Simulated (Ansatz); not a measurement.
## Run report: La5O, geometry relaxation (part 1 of 2)

The run: geometry relaxation of La5O (F-43m, 6 atoms in the cell). Method and program: DFT PBE, scalar-relativistic, plane waves, PAW, no spin polarisation (Ansatz 0.2.0).

The structure was made by a generator, so it may or may not be a known phase.

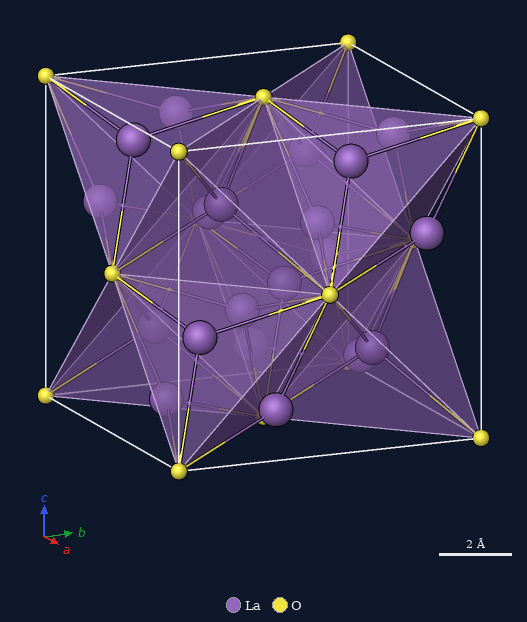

Figure 1. The starting structure (polyhedral view of the cell 4 times as large as that of the calculation, set on its symmetry axes, seen slightly off an axis; polyhedra are completed across the faces of the cell). An atom can appear more than once, as a periodic image.

### Results in brief

```csv
quantity,value
outcome,converged
space group (tolerance 0.01 Å),F-43m (216)
electrons treated,61
free energy,−31812.4827 eV
Fermi energy,10.209 eV
gap on the k-point mesh,none (metallic)
pressure,−0.01 GPa
final volume,197.02 Å³
largest force (length of the vector) at the end,0.010 eV/Å
final cell,"a = 6.531 Å, b = 6.531 Å, c = 6.531 Å, α = 60.00°, β = 60.00°, γ = 60.00°"
hardware,"1 thread of Intel Xeon @ 2.50GHz (Skylake/Cascade Lake), 189 GiB of memory available, shared host"
wall time,3.2 min
peak memory,0.53 GiB
```

The cell holds an odd number of electrons but the run has no spin polarisation, so a band is left half filled.

### The input
```yaml
crystal:
  lattice:
    - [0.0, 4.6399633209, 4.6399633209]
    - [4.6399633209, 0.0, 4.6399633209]
    - [4.6399633209, 4.6399633209, 0.0]
  atoms:
    - { symbol: La, position: [0.3758888324, 0.3758888324, 0.8723335028] }
    - { symbol: La, position: [0.3758888324, 0.8723335028, 0.3758888324] }
    - { symbol: La, position: [0.8723335028, 0.3758888324, 0.3758888324] }
    - { symbol: La, position: [0.3758888324, 0.3758888324, 0.3758888324] }
    - { symbol: La, position: [0.75, 0.75, 0.75] }
    - { symbol: O, position: [0.0, 0.0, 0.0] }
basis:
  ecutwfc: 420
kpoints:
  mp_grid: { grid: [8, 8, 8] }
hamiltonian:
  xc: pbe
scf:
  occupations: { method: gaussian, width: 0.1 }
output:
  forces: true
  stress: true
  eigenvalues: true
  write_density: true
  write_potential: true
  elf: true
  volumetric_format: npy
relax:
  adjacent_minimum: "off"
  f_tol: 0.01
  max_steps: 80
  cell: { stress_tol: 0.05 }
```

Command:
```bash
ansatz run input.yaml --threads 1 --pin off --max-ram 2560MiB --backend cpu --events-out ev --progress --plain --runs-dir out
```

### Output
```
Engine: ansatz 0.2.0, x86_64-unknown-linux-gnu
Pseudopotentials: kind: paw
Pseudopotential: La, paw, valence charge 11, recommended cutoff 420 eV (normal), La.paw.azcp
Pseudopotential: O, paw, valence charge 6, recommended cutoff 420 eV (normal), O.paw.azcp
Functional definition: PBE
  parameter kappa = 0.804
  parameter beta = 0.06672455060314922
  exchange = pbe_x(kappa = kappa, mu = beta*pi^2/3)
  correlation = pbe_c(beta = beta)
Crystal: 6 atoms, lattice volume = 199.790 Å³
Basis set: ecut = 420 eV, 3839 PW (Γ), exchange–correlation on 90×90×90 points (8 copies of the dense FFT grid, shifted against one another)
Bands: 37, of which v1, the nominal top of the filled ones, is band 31 counted from 1 (30 counted from 0)
Symmetry: 24 space group operations
Space group: F-43m (ITA 216), of the structure as read, at distance tolerance 5.8e-5 Å
k-points: 29 of 512 (time reversal used)
Non-local potential: La, projectors of the file, l = 0: 3, l = 1: 2, l = 2: 2, l = 3: 3
Non-local potential: O, projectors of the file, l = 0: 2, l = 1: 2, l = 2: 1
PAW form: soft (Blöchl's): semilocal exchange-correlation on the pseudo side does not see the compensation charge
PAW one-centre angular grid: La, 590 points (default); XC on 64 Gauss nodes
PAW one-centre angular grid: O, 110 points (default); XC on 64 Gauss nodes
Initial density: superposition of atomic densities (neutral atoms: chi_scale 0, normalization atom), corrected by the library's trained network
Initial wavefunctions: pseudopotential atomic-orbital guess
Functional: x = pbe(κ = 0.804, μ = 0.2195149727645171), c = pbe(β = 0.06672455060314922)
SCF iter   1: F=—  HF=-31812.530203 eV  |F-HF|=—  |Δ(HF+E_count)|=         —  Δρ=1.34e-2  dr2=6.16e-1  ethr=1.77e-3  ⟨swp⟩=4.8  Hψ=5025  notcnv=0
preconditioner: auto → Kerker (q_TF=auto, 2.239 Å⁻¹)  [metal: Δε(μ)=0.015 eV  Ē_g=11.323 eV  σ=0.100 eV  W_gap=0.09  n_scr=26 (ndim 8)  ℏωp=18.8 eV  f_vac=0.000  D(μ)=11.09/eV (n_scr^D=112)]
SCF iter   2: F=—  HF=-31812.475559 eV  |F-HF|=—  |Δ(HF+E_count)|=   5.46e-2  Δρ=3.62e-3  dr2=4.28e-2  ethr=1.01e-3  ⟨swp⟩=3.1  Hψ=1751  notcnv=0  defer=10
SCF iter   3: F=—  HF=-31812.473776 eV  |F-HF|=—  |Δ(HF+E_count)|=   1.78e-3  Δρ=1.98e-3  dr2=8.44e-3  ethr=7.02e-5  ⟨swp⟩=2.3  Hψ=1614  notcnv=0  defer=10
SCF iter   4: F=—  HF=-31812.473719 eV  |F-HF|=—  |Δ(HF+E_count)|=   5.78e-5  Δρ=6.30e-4  dr2=1.38e-3  ethr=1.38e-5  ⟨swp⟩=2.0  Hψ=1744  notcnv=0  defer=10
SCF iter   5: F=—  HF=-31812.473739 eV  |F-HF|=—  |Δ(HF+E_count)|=   2.01e-5  Δρ=1.19e-4  dr2=4.29e-5  ethr=2.26e-6  ⟨swp⟩=2.0  Hψ=1619  notcnv=0  defer=10
SCF iter   6: F=—  HF=-31812.473862 eV  |F-HF|=—  |Δ(HF+E_count)|=   1.24e-4  Δρ=4.30e-5  dr2=4.84e-6  ethr=7.04e-8  ⟨swp⟩=2.1  Hψ=1548  notcnv=0  defer=10
SCF iter   7: F=—  HF=-31812.473864 eV  |F-HF|=—  |Δ(HF+E_count)|=   1.43e-6  Δρ=9.74e-6  dr2=3.12e-7  ethr=7.93e-9  ⟨swp⟩=2.0  Hψ=1441  notcnv=0  defer=10
SCF iter   8: F=-31812.473864 eV  HF=-31812.473864 eV  |F-HF|=2.07e-8  |Δ(HF+E_count)|=   5.92e-8  Δρ=3.78e-6  dr2=4.41e-8  ethr=1.64e-10  ⟨swp⟩=17.7  Hψ=9843  notcnv=0
SCF 1 converged in 8 iterations: F = -31812.473864 eV  dr2 = 4.41e-8
  greatest PAW one-centre occupation: 0.974 electrons in one spin orbital (limit 2), on the La atom at site 4 (counted from 0), in its partial waves of l = 0
relax step   1: F+E_penalty+E_count = -31812.47386397 eV  Δ(F+E_penalty+E_count) = +0.000e0 eV  max|allowed force component| = 6.304e-2 eV/Å  Δτ_max = 0.0000 Å  P = -0.316 GPa  Ω = 199.790 Å³  (8 SCF iters, dr2 threshold 1.00e-7 eV, accepted)
Crystal: 6 atoms, lattice volume = 197.823 Å³
Initial density: handed on by an earlier stage of this run
Initial wavefunctions: those handed on with the density
iter 1 solved again at ethr=2.26e-4 eV; its pass at ethr=3.10e-3 eV (dr2=1.38e-1 eV) is discarded
SCF iter   1: F=—  HF=-31812.500321 eV  |F-HF|=—  |Δ(HF+E_count)|=         —  Δρ=5.06e-3  dr2=1.43e-1  ethr=2.26e-4  ⟨swp⟩=1.1  Hψ=5122  notcnv=0
preconditioner: auto → Kerker (q_TF=auto, 2.243 Å⁻¹)  [metal: Δε(μ)=0.018 eV  Ē_g=11.250 eV  σ=0.100 eV  W_gap=0.10  n_scr=26 (ndim 8)  ℏωp=18.9 eV  f_vac=0.000  D(μ)=12.27/eV (n_scr^D=136)]
SCF iter   2: F=—  HF=-31812.485131 eV  |F-HF|=—  |Δ(HF+E_count)|=   1.52e-2  Δρ=1.86e-3  dr2=2.83e-2  ethr=2.26e-4  ⟨swp⟩=1.0  Hψ=1073  notcnv=0
SCF iter   3: F=—  HF=-31812.481823 eV  |F-HF|=—  |Δ(HF+E_count)|=   3.31e-3  Δρ=3.48e-4  dr2=5.35e-4  ethr=4.63e-5  ⟨swp⟩=2.0  Hψ=1303  notcnv=0
SCF iter   4: F=—  HF=-31812.481785 eV  |F-HF|=—  |Δ(HF+E_count)|=   3.78e-5  Δρ=1.84e-4  dr2=1.61e-4  ethr=8.77e-7  ⟨swp⟩=2.0  Hψ=1989  notcnv=0
SCF iter   5: F=—  HF=-31812.481867 eV  |F-HF|=—  |Δ(HF+E_count)|=   8.22e-5  Δρ=7.73e-5  dr2=4.97e-5  ethr=2.64e-7  ⟨swp⟩=2.0  Hψ=1314  notcnv=0
SCF iter   6: F=—  HF=-31812.481862 eV  |F-HF|=—  |Δ(HF+E_count)|=   5.26e-6  Δρ=1.69e-5  dr2=1.70e-6  ethr=8.14e-8  ⟨swp⟩=2.0  Hψ=1300  notcnv=0
SCF iter   7: F=-31812.481862 eV  HF=-31812.481862 eV  |F-HF|=1.68e-7  |Δ(HF+E_count)|=   1.99e-7  Δρ=6.69e-6  dr2=2.48e-7  ethr=4.09e-10  ⟨swp⟩=15.4  Hψ=10194  notcnv=0
SCF 2 converged in 7 iterations: F = -31812.481862 eV  dr2 = 2.48e-7
relax step   2: F+E_penalty+E_count = -31812.48186192 eV  Δ(F+E_penalty+E_count) = -7.998e-3 eV  max|allowed force component| = 3.111e-2 eV/Å  Δτ_max = 0.0142 Å  P = -0.096 GPa  Ω = 197.823 Å³  energy of the carried Pulay correction = +7.692e-4 eV  (7 SCF iters, dr2 threshold 2.49e-7 eV, accepted)
Crystal: 6 atoms, lattice volume = 197.023 Å³
iter 1 solved again at ethr=1.12e-4 eV; its pass at ethr=3.10e-3 eV (dr2=6.86e-2 eV) is discarded
SCF iter   1: F=—  HF=-31812.496236 eV  |F-HF|=—  |Δ(HF+E_count)|=         —  Δρ=3.02e-3  dr2=7.32e-2  ethr=1.12e-4  ⟨swp⟩=1.2  Hψ=5031  notcnv=0
preconditioner: auto → Kerker (q_TF=auto, 2.244 Å⁻¹)  [metal: Δε(μ)=0.020 eV  Ē_g=11.259 eV  σ=0.100 eV  W_gap=0.11  n_scr=26 (ndim 8)  ℏωp=18.9 eV  f_vac=0.000  D(μ)=12.11/eV (n_scr^D=136)]
SCF iter   2: F=—  HF=-31812.486038 eV  |F-HF|=—  |Δ(HF+E_count)|=   1.02e-2  Δρ=1.37e-3  dr2=1.73e-2  ethr=1.12e-4  ⟨swp⟩=1.7  Hψ=1096  notcnv=0
SCF iter   3: F=—  HF=-31812.483619 eV  |F-HF|=—  |Δ(HF+E_count)|=   2.42e-3  Δρ=2.59e-4  dr2=2.70e-4  ethr=2.83e-5  ⟨swp⟩=2.2  Hψ=1422  notcnv=0
SCF iter   4: F=—  HF=-31812.483604 eV  |F-HF|=—  |Δ(HF+E_count)|=   1.51e-5  Δρ=1.16e-4  dr2=6.71e-5  ethr=4.42e-7  ⟨swp⟩=2.0  Hψ=1899  notcnv=0
SCF iter   5: F=—  HF=-31812.483620 eV  |F-HF|=—  |Δ(HF+E_count)|=   1.54e-5  Δρ=4.69e-5  dr2=1.95e-5  ethr=1.10e-7  ⟨swp⟩=2.1  Hψ=1483  notcnv=0
SCF iter   6: F=—  HF=-31812.483696 eV  |F-HF|=—  |Δ(HF+E_count)|=   7.61e-5  Δρ=1.82e-5  dr2=1.71e-6  ethr=3.19e-8  ⟨swp⟩=2.6  Hψ=1824  notcnv=0
SCF iter   7: F=—  HF=-31812.483696 eV  |F-HF|=—  |Δ(HF+E_count)|=   1.25e-7  Δρ=6.26e-6  dr2=2.84e-7  ethr=2.80e-9  ⟨swp⟩=2.7  Hψ=1536  notcnv=0
SCF iter   8: F=-31812.483696 eV  HF=-31812.483696 eV  |F-HF|=4.78e-9  |Δ(HF+E_count)|=   3.69e-8  Δρ=1.28e-6  dr2=8.09e-9  ethr=9.92e-11  ⟨swp⟩=13.9  Hψ=9110  notcnv=0
SCF 3 converged in 8 iterations: F = -31812.483696 eV  dr2 = 8.09e-9
relax step   3: F+E_penalty+E_count = -31812.48369572 eV  Δ(F+E_penalty+E_count) = -1.834e-3 eV  max|allowed force component| = 5.964e-3 eV/Å  Δτ_max = 0.0140 Å  P = +0.002 GPa  Ω = 197.023 Å³  energy of the carried Pulay correction = +1.085e-3 eV  (8 SCF iters, dr2 threshold 6.05e-8 eV, accepted)
Initial wavefunctions: pseudopotential atomic-orbital guess (no wavefunctions were taken with the density)
iter 1 solved again at ethr=5.57e-7 eV; its pass at ethr=3.10e-3 eV (dr2=3.39e-4 eV) is discarded
SCF iter   1: F=—  HF=-31812.482564 eV  |F-HF|=—  |Δ(HF+E_count)|=         —  Δρ=3.75e-5  dr2=7.29e-7  ethr=5.57e-7  ⟨swp⟩=6.2  Hψ=8916  notcnv=0
preconditioner: auto → Kerker (q_TF=auto, 2.244 Å⁻¹)  [metal: Δε(μ)=0.007 eV  Ē_g=11.287 eV  σ=0.100 eV  W_gap=0.04  n_scr=26 (ndim 8)  ℏωp=18.9 eV  f_vac=0.000  D(μ)=12.01/eV (n_scr^D=112)]
SCF iter   2: F=—  HF=-31812.482672 eV  |F-HF|=—  |Δ(HF+E_count)|=   1.07e-4  Δρ=1.67e-5  dr2=6.85e-8  ethr=1.20e-9  ⟨swp⟩=3.0  Hψ=2282  notcnv=0
SCF iter   3: F=—  HF=-31812.482672 eV  |F-HF|=—  |Δ(HF+E_count)|=   2.70e-7  Δρ=4.12e-6  dr2=7.01e-9  ethr=1.12e-10  ⟨swp⟩=2.0  Hψ=1473  notcnv=0
SCF iter   4: F=—  HF=-31812.482672 eV  |F-HF|=—  |Δ(HF+E_count)|=   1.95e-8  Δρ=2.90e-7  dr2=4.08e-10  ethr=1.15e-11  ⟨swp⟩=2.0  Hψ=1466  notcnv=0
SCF iter   5: F=—  HF=-31812.482672 eV  |F-HF|=—  |Δ(HF+E_count)|=  7.28e-12  Δρ=1.31e-7  dr2=1.19e-10  ethr=1.00e-12  ⟨swp⟩=1.9  Hψ=1487  notcnv=0
SCF iter   6: F=-31812.482672 eV  HF=-31812.482672 eV  |F-HF|=0.00e0  |Δ(HF+E_count)|=  1.46e-11  Δρ=4.14e-8  dr2=5.26e-12  ethr=1.00e-12  ⟨swp⟩=7.7  Hψ=5757  notcnv=0
SCF 4 converged in 6 iterations: F = -31812.482672 eV  dr2 = 5.26e-12
relax step   4: F+E_penalty+E_count = -31812.48267179 eV  Δ(F+E_penalty+E_count) = +1.024e-3 eV  max|allowed force component| = 5.912e-3 eV/Å  Δτ_max = 0.0000 Å  P = -0.007 GPa  Ω = 197.023 Å³  stress off target by 6.57e-3 GPa  SCF on the basis re-selected at this cell (its energy is not comparable with the rows above)  (6 SCF iters)
```

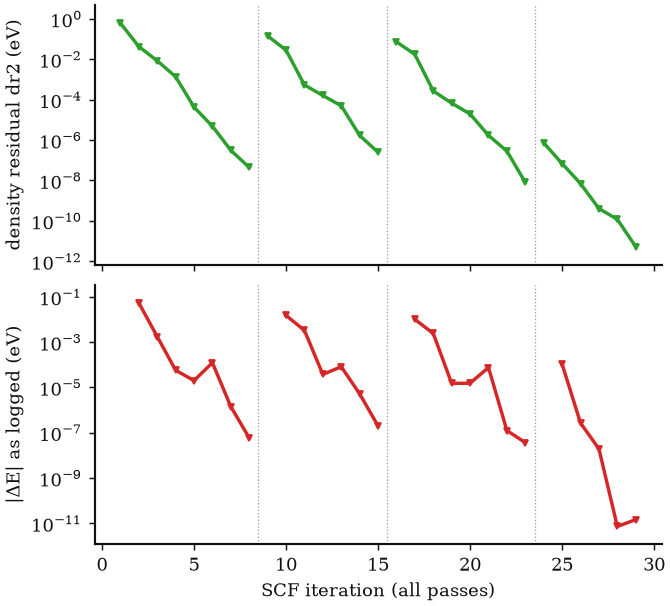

Figure 2. Convergence of the self-consistent field: density residual dr2 and size of the energy change against the SCF iteration. The dotted lines part the SCF passes of the relaxation: geometry steps, rejected trials and re-solves on a re-selected basis. The passes take 8, 7, 8 and 6 iterations.

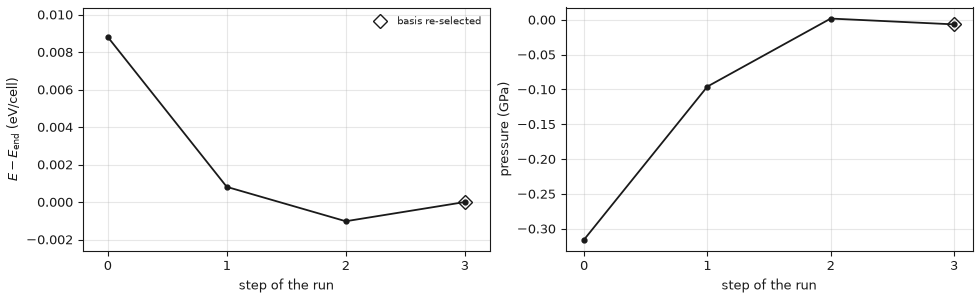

Figure 3. Progress of the relaxation, step by step (the first geometry is step 0 here and step 1 in the log).

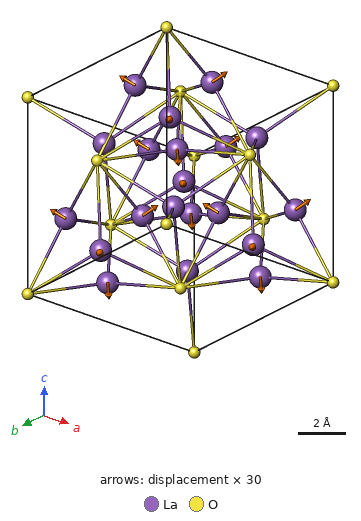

Figure 4. The starting structure with the displacements (without the part carried along by the change of the cell) as orange arrows, magnified 30 times (ball-and-stick view of the cell 4 times as large as that of the calculation, set on its symmetry axes, seen at an oblique angle). The largest moves relative to the cell, 0.028 Å, are those of La1, La2, La3 and La4. O stays in place. Cell: a = b = c 9.280 → 9.237 Å (−0.5 %). Volume −1.4 %. Among the contacts that change: La5–O6 4.018 → 4.000 Å, La1–O6 3.850 → 3.837 Å. The space group stays F-43m (No. 216). Over 2 geometry steps the energy falls by 9.8 meV per cell of the calculation. Largest force component: 0.063 eV/Å at the start, 0.0059 eV/Å at the end. Pressure: −0.32 GPa at the start and −0.01 GPa at the end. A last SCF at the same geometry on a re-selected plane-wave basis shifts the energy by +1.0 meV per cell of the calculation. (Atoms are counted from 1 in the order of the input.)
